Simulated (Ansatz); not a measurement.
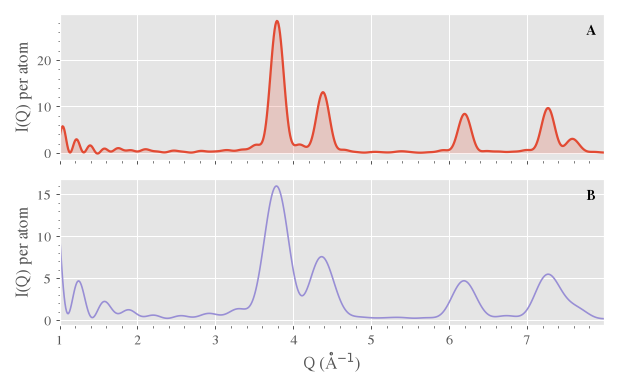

X-ray scattering of spheres cut from the crystal structure of B (Fm-3m, a = 2.866 Å, b = 2.866 Å, c = 2.866 Å, α = 90.00°, β = 90.00°, γ = 90.00°), calculated atom by atom with the Debye equation (B = 0.5 Å², no relaxation of the surface). It is based on coordinates from a relaxation with DFT, PBE, plane waves (420 eV) with PAW, scalar-relativistic (Ansatz 0.2.0); the starting structure was generated, so it need not be a known form of this composition.

### The spheres are 20 and 36 Å across. Which curve is which?

curve A: 36 Å (4093 atoms); curve B: 20 Å (683 atoms). Peak widths go roughly as 2π/D, so the largest sphere has the sharpest peaks.

### Index the main peaks of the largest sphere.

Q ≈ 3.79 Å⁻¹: 111; Q ≈ 4.38 Å⁻¹: 200; Q ≈ 6.20 Å⁻¹: 220; Q ≈ 7.27 Å⁻¹: 311; Q ≈ 7.58 Å⁻¹: 222.
